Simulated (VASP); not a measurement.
**Single-point calculation, with input and output: Ge (part 1 of 2)**

The run: single-point calculation of Ge (Fd-3m, 16 atoms in the cell). Method and program: Kohn-Sham DFT of a periodic cell, PBEsol, VASP PAW PBE potentials, recommended, no spin polarisation (VASP 6.6.1).

The structure derives from an entry of the Crystallography Open Database. It belongs to a series of runs on one base structure; here: grid = ENCUT=500 dk=0.45 cell=2x2x2 ISMEAR=0 SIGMA=0.05 LREAL=Auto EDIFF=1e-06.

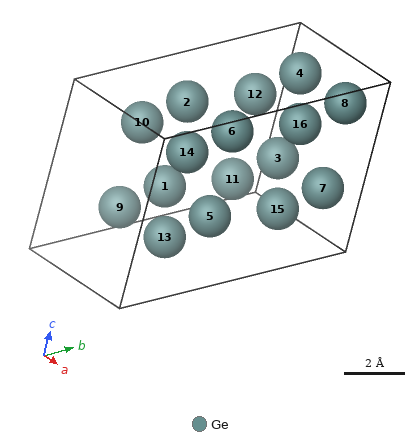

Figure 1. The input geometry (spheres-only view of the cell of the calculation, seen slightly off an axis; atoms are numbered from 1 in the order of the input). An atom can appear more than once, as a periodic image.

### Results in brief

- outcome: converged
- space group (tolerance 0.01 Å): Fd-3m (227)
- electrons treated: 224
- free energy: −78.6201 eV
- gap on the k-point mesh: none (metallic)
- pressure: 0.56 GPa
- largest force (length of the vector): under 0.001 eV/Å
- hardware: 1 thread of Intel Xeon (Granite Rapids), 120 GiB of memory available, shared host
- wall time: 10 min
- peak memory: 0.52 GiB

### Remarks

Settings chosen away from the usual ones: grid = ENCUT=500 dk=0.45 cell=2x2x2 ISMEAR=0 SIGMA=0.05 LREAL=Auto EDIFF=1e-06. The settings depart from the standard set-up of this series, which can bear on the numbers.

### INCAR
```
SYSTEM = Ge
ALGO = Fast
EDIFF = 1E-6
ENCUT = 500
GGA = PS
ISIF = 2
ISMEAR = 0
LASPH = .True.
LCHARG = .False.
LREAL = Auto
LWAVE = .False.
NBANDS = 120
NELM = 120
PREC = Accurate
SIGMA = 0.05
```

### KPOINTS
```
k-points
0
Gamma
  3 3 3
  0 0 0
```

### POSCAR
```
Ge
1.0
    0.0000000000      5.6578200000      5.6578200000
    5.6578200000      0.0000000000      5.6578200000
    5.6578200000      5.6578200000      0.0000000000
Ge
16
Direct
    0.3750000000      0.3750000000      0.3750000000
    0.3750000000      0.3750000000      0.8750000000
    0.3750000000      0.8750000000      0.3750000000
    0.3750000000      0.8750000000      0.8750000000
    0.8750000000      0.3750000000      0.3750000000
    0.8750000000      0.3750000000      0.8750000000
    0.8750000000      0.8750000000      0.3750000000
    0.8750000000      0.8750000000      0.8750000000
    0.2500000000      0.2500000000      0.2500000000
    0.2500000000      0.2500000000      0.7500000000
    0.2500000000      0.7500000000      0.2500000000
    0.2500000000      0.7500000000      0.7500000000
    0.7500000000      0.2500000000      0.2500000000
    0.7500000000      0.2500000000      0.7500000000
    0.7500000000      0.7500000000      0.2500000000
    0.7500000000      0.7500000000      0.7500000000
```

Launched with:
```bash
cat potpaw_PBE.64/Ge_d/POTCAR > POTCAR
mpirun -np 1 vasp_std > vasp.out
```

### OSZICAR
```
N       E                     dE             d eps       ncg     rms          rms(c)
DAV:   1     0.371045597592E+04    0.37105E+04   -0.94343E+04  1088   0.510E+03
DAV:   2     0.803237336028E+03   -0.29072E+04   -0.28498E+04   960   0.134E+03
DAV:   3     0.517149706519E+02   -0.75152E+03   -0.73624E+03   976   0.332E+02
DAV:   4    -0.722002253660E+02   -0.12392E+03   -0.11770E+03  1088   0.123E+02
DAV:   5    -0.796142515450E+02   -0.74140E+01   -0.72626E+01  1056   0.319E+01    0.973E+00
RMM:   6    -0.789248657660E+02    0.68939E+00   -0.21964E+00  1125   0.583E+00    0.548E+00
RMM:   7    -0.785708029732E+02    0.35406E+00   -0.12940E+00  1162   0.423E+00    0.522E-01
RMM:   8    -0.786058567492E+02   -0.35054E-01   -0.31829E-01  1198   0.211E+00    0.436E-01
RMM:   9    -0.786142994445E+02   -0.84427E-02   -0.71453E-02  1450   0.957E-01    0.398E-01
RMM:  10    -0.786157770069E+02   -0.14776E-02   -0.10258E-02  1462   0.250E-01    0.131E-01
[... 58 further cycles ...]
RMM:  69    -0.786200547595E+02   -0.18927E-05   -0.19168E-05   107   0.934E-04    0.558E-04
RMM:  70    -0.786200565075E+02   -0.17479E-05   -0.17718E-05    98   0.101E-03    0.559E-04
RMM:  71    -0.786200581552E+02   -0.16477E-05   -0.16743E-05    98   0.104E-03    0.586E-04
RMM:  72    -0.786200596868E+02   -0.15316E-05   -0.15566E-05   114   0.116E-03    0.598E-04
RMM:  73    -0.786200611216E+02   -0.14347E-05   -0.14583E-05    98   0.952E-04    0.601E-04
RMM:  74    -0.786200624199E+02   -0.12984E-05   -0.13239E-05    99   0.927E-04    0.592E-04
RMM:  75    -0.786200636347E+02   -0.12148E-05   -0.12415E-05   101   0.944E-04    0.600E-04
RMM:  76    -0.786200647420E+02   -0.11073E-05   -0.11252E-05    98   0.103E-03    0.700E-04
RMM:  77    -0.786200657723E+02   -0.10303E-05   -0.10524E-05   112   0.105E-03    0.713E-04
RMM:  78    -0.786200666856E+02   -0.91334E-06   -0.93837E-06   103   0.970E-04
   1 F= -.78620067E+02 E0= -.78618379E+02  d E =-.337514E-02
```

### Parts of OUTCAR
```
SYSTEM = Ge
   EDIFF = 1E-6
   ENCUT = 500
   GGA = PS
   ISIF = 2
   ISMEAR = 0
   LASPH = .True.
   LREAL = Auto
   NELM = 120
   PREC = Accurate

 Found      4 irreducible k-points:

 Following reciprocal coordinates:
            Coordinates               Weight
  0.000000  0.000000  0.000000      1.000000
  0.333333  0.000000  0.000000      8.000000
  0.333333  0.333333  0.000000      6.000000
 -0.333333  0.333333  0.000000     12.000000
   k-points           NKPTS =      4   k-points in BZ     NKDIM =      4   number of bands    NBANDS=    120
   number of dos      NEDOS =    301   number of ions     NIONS =     16
   total plane-waves  NPLWV = 216000
   dimension x,y,z NGX =    60 NGY =   60 NGZ =   60
   dimension x,y,z NGXF=   120 NGYF=  120 NGZF=  120
   ions per type =              16
   NGX,Y,Z   is equivalent  to a cutoff of  12.47, 12.47, 12.47 a.u.
   NGXF,Y,Z  is equivalent  to a cutoff of  24.93, 24.93, 24.93 a.u.
 SYSTEM =  Ge
   PREC   = accura    normal or accurate (medium, high low for compatibility)
   ISTART =      0    job   : 0-new  1-cont  2-samecut
   ICHARG =      2    charge: 1-file 2-atom 10-const
   ISPIN  =      1    spin polarized calculation?
   LNONCOLLINEAR =      F non collinear calculations
   LSORBIT =      F    spin-orbit coupling
   LASPH  =      T    aspherical Exc in radial PAW
   ENCUT  =  500.0 eV  36.75 Ry    6.06 a.u.  14.59 14.59 14.59*2*pi/ulx,y,z
   NELM   =    120;   NELMIN=  2; NELMDL= -5     # of ELM steps
   EDIFF  = 0.1E-05   stopping-criterion for ELM
   LREAL  =      T    real-space projection
   EDIFFG = 0.1E-04   stopping-criterion for IOM
   NSW    =      0    number of steps for IOM
   IBRION =     -1    ionic relax: 0-MD 1-quasi-New 2-CG
   NFREE  =      0    steps in history (QN), initial steepest desc. (CG)
   ISIF   =      2    stress and relaxation
   ISYM   =      2    0-nonsym 1-usesym 2-fastsym
   POTIM  = 0.5000    time-step for ionic-motion
   TEBEG  =    0.0;   TEEND  =   0.0 temperature during run
   PSTRESS=    0.0 pullay stress
   NELECT =     224.0000    total number of electrons
   NUPDOWN=      -1.0000    fix difference up-down
   EMIN   =  10.00;   EMAX   =-10.00  energy-range for DOS
   EFERMI =   0.00;   METHOD = LEGACY
   ISMEAR =     0;   SIGMA  =   0.05  broadening in eV -4-tet -1-fermi 0-gaus
   EFERMI_NEDOS =   21; number of points for ismear=-14 and -15
   IALGO  =     68    algorithm
   IMIX   =      4    mixing-type and parameters
     AMIX     =   0.40;   BMIX     =  1.00
     AMIX_MAG =   1.60;   BMIX_MAG =  1.00
  volume/ion in A,a.u.               =      22.64       152.78
  Fermi-wavevector in a.u.,A,eV,Ry     =   1.394756  2.635708 26.468033  1.945346
  Thomas-Fermi vector in A             =   2.518275
   LORBIT       =      0    0 simple, 1 ext, 2 COOP (PROOUT), +10 PAW based schemes
   GGA     = PS    functional components
   LHFCALC =     F    Hartree Fock is set to
   AEXX    =    0.0000 exact exchange contribution
   IVDW    =     0    specifies the selected vdW correction
   LEPSILON=     F    determine dielectric tensor
   LRPA    =     F    only Hartree local field effects (RPA)
 non-spin polarized calculation
 RMM-DIIS sequential band-by-band and
 Gauss-broadening in eV      SIGMA  =   0.05
  energy-cutoff  :      500.00
  volume of cell :      362.22
 maximum number of plane-waves:      9257
 NGX is ok and might be reduce to    60
   NGX = 29   NGY = 29   NGZ = 29

 number of electron     224.0000175 magnetization

 Free energy of the ion-electron system (eV)
  ---------------------------------------------------
  ext. energy  EPLUGINS =         0.00000000
  ---------------------------------------------------
  free energy    TOTEN  =       -78.62006669 eV

  energy without entropy =      -78.61669155  energy(sigma->0) =      -78.61837912

 E-fermi :   4.8975     XC(G=0): -10.1223     alpha+bet :-10.4155

 val. band max:        4.8841323660   @ k =   0.0000   0.0000   0.0000
 cond. band min:       4.9924080983   @ k =   0.0000   0.0000   0.0000
 fundamental gap:      0.1082757324
 Fermi energy:         4.8974956329

 k-point     1 :       0.0000    0.0000    0.0000
  band No.  band energies     occupation
      1     -19.9226      2.00000
      2     -19.9226      2.00000
      3     -19.9226      2.00000
      4     -19.9225      2.00000
      5     -19.9225      2.00000
      6     -19.9225      2.00000
      7     -19.9130      2.00000
      8     -19.9130      2.00000
      9     -19.9130      2.00000
     10     -19.9130      2.00000
     11     -19.9130      2.00000
     12     -19.9130      2.00000
     13     -19.9130      2.00000
     14     -19.9130      2.00000
     15     -19.8884      2.00000
     16     -19.8884      2.00000
     17     -19.8884      2.00000
     18     -19.8707      2.00000
     19     -19.8707      2.00000
     20     -19.8707      2.00000
     21     -19.8707      2.00000
     22     -19.8520      2.00000
     23     -19.8520      2.00000
     24     -19.8365      2.00000
     25     -19.8365      2.00000
     26     -19.8365      2.00000
     27     -19.8365      2.00000
     28     -19.8365      2.00000
     29     -19.8365      2.00000
     30     -19.8099      2.00000
     31     -19.8099      2.00000
     32     -19.8099      2.00000
     33     -19.8099      2.00000
     34     -19.8099      2.00000
     35     -19.8099      2.00000
     36     -19.8099      2.00000
     37     -19.8099      2.00000
     38     -19.7364      2.00000
     39     -19.7364      2.00000
     40     -19.7364      2.00000
     41     -19.7364      2.00000
     42     -19.7364      2.00000
     43     -19.7364      2.00000
     44     -19.6788      2.00000
     45     -19.6788      2.00000
     46     -19.6788      2.00000
     47     -19.6788      2.00000
     48     -19.6788      2.00000
     49     -19.6788      2.00000
     50     -19.6745      2.00000
     51     -19.6745      2.00000
     52     -19.6745      2.00000
     53     -19.6745      2.00000
     54     -19.6745      2.00000
     55     -19.6745      2.00000
     56     -19.6745      2.00000
     57     -19.6745      2.00000
     58     -19.6608      2.00000
     59     -19.6608      2.00000
     60     -19.6608      2.00000
     61     -19.6608      2.00000
     62     -19.6398      2.00000
     63     -19.6398      2.00000
     64     -19.6398      2.00000
     65     -19.6263      2.00000
     66     -19.6263      2.00000
     67     -19.5989      2.00000
     68     -19.5989      2.00000
     69     -19.5989      2.00000
     70     -19.5989      2.00000
     71     -19.5989      2.00000
     72     -19.5989      2.00000
     73     -19.5989      2.00000
     74     -19.5989      2.00000
     75     -19.5849      2.00000
     76     -19.5849      2.00000
     77     -19.5849      2.00000
     78     -19.5849      2.00000
     79     -19.5849      2.00000
     80     -19.5849      2.00000
     81      -7.9264      2.00000
     82      -5.8274      2.00000
     83      -5.8274      2.00000
     84      -5.8274      2.00000
     85      -5.8274      2.00000
     86      -4.0305      2.00000
     87      -4.0305      2.00000
     88      -4.0305      2.00000
     89      -4.0305      2.00000
     90      -4.0305      2.00000
     91      -4.0305      2.00000
     92      -2.7569      2.00000
     93      -2.7569      2.00000
     94      -2.7569      2.00000
     95      -2.7569      2.00000
     96       1.7817      2.00000
     97       1.7817      2.00000
     98       1.7817      2.00000
     99       1.7817      2.00000
    100       1.7817      2.00000
    101       1.7817      2.00000
    102       3.4620      2.00000
    103       3.4620      2.00000
    104       3.4620      2.00000
    105       3.4620      2.00000
    106       3.4620      2.00000
    107       3.4620      2.00000
    108       3.4620      2.00000
    109       3.4620      2.00000
    110       4.8665      1.61885
    111       4.8718      1.53246
    112       4.8718      1.53235
    113       4.8841      1.29455
    114       4.9924      0.00726
    115       4.9924      0.00726
    116       4.9924      0.00726
    117       5.4859      0.00000
    118       5.5334      0.00000
    119       5.5334      0.00000
    120       5.5334      0.00000

 k-point     2 :       0.3333    0.0000    0.0000
  band No.  band energies     occupation
      1     -19.9323      2.00000
      2     -19.9323      2.00000
      3     -19.9323      2.00000
      4     -19.9297      2.00000
      5     -19.9297      2.00000
      6     -19.9297      2.00000
      7     -19.9211      2.00000
      8     -19.9211      2.00000
      9     -19.9211      2.00000
     10     -19.9165      2.00000
     11     -19.9165      2.00000
     12     -19.9165      2.00000
     13     -19.9106      2.00000
     14     -19.9106      2.00000
     15     -19.9004      2.00000
     16     -19.9004      2.00000
     17     -19.8841      2.00000
     18     -19.8753      2.00000
     19     -19.8541      2.00000
     20     -19.8541      2.00000
     21     -19.8541      2.00000
     22     -19.8496      2.00000
     23     -19.8496      2.00000
     24     -19.8496      2.00000
     25     -19.8345      2.00000
     26     -19.8345      2.00000
     27     -19.8153      2.00000
     28     -19.8153      2.00000
     29     -19.7964      2.00000
     30     -19.7964      2.00000
     31     -19.7964      2.00000
     32     -19.7880      2.00000
     33     -19.7880      2.00000
     34     -19.7880      2.00000
     35     -19.7847      2.00000
     36     -19.7847      2.00000
     37     -19.7847      2.00000
     38     -19.7671      2.00000
     39     -19.7671      2.00000
     40     -19.7671      2.00000
     41     -19.7273      2.00000
     42     -19.7273      2.00000
     43     -19.7273      2.00000
     44     -19.7114      2.00000
     45     -19.7114      2.00000
     46     -19.7114      2.00000
     47     -19.7083      2.00000
     48     -19.7083      2.00000
     49     -19.7083      2.00000
     50     -19.6849      2.00000
     51     -19.6849      2.00000
     52     -19.6849      2.00000
     53     -19.6713      2.00000
     54     -19.6713      2.00000
     55     -19.6655      2.00000
     56     -19.6655      2.00000
     57     -19.6655      2.00000
     58     -19.6641      2.00000
     59     -19.6641      2.00000
     60     -19.6641      2.00000
     61     -19.6570      2.00000
     62     -19.6570      2.00000
     63     -19.6554      2.00000
     64     -19.6449      2.00000
     65     -19.6122      2.00000
     66     -19.6122      2.00000
     67     -19.6017      2.00000
     68     -19.6017      2.00000
     69     -19.5946      2.00000
     70     -19.5946      2.00000
     71     -19.5946      2.00000
     72     -19.5877      2.00000
     73     -19.5877      2.00000
     74     -19.5877      2.00000
     75     -19.5817      2.00000
     76     -19.5817      2.00000
     77     -19.5817      2.00000
     78     -19.5775      2.00000
     79     -19.5775      2.00000
     80     -19.5775      2.00000
     81      -7.5891      2.00000
     82      -6.6533      2.00000
     83      -5.6532      2.00000
     84      -5.6532      2.00000
     85      -5.6532      2.00000
     86      -5.0681      2.00000
     87      -5.0681      2.00000
     88      -5.0681      2.00000
     89      -2.8340      2.00000
     90      -2.8340      2.00000
     91      -2.8340      2.00000
     92      -2.5526      2.00000
     93      -2.5526      2.00000
     94      -2.5526      2.00000
     95      -1.2403      2.00000
```
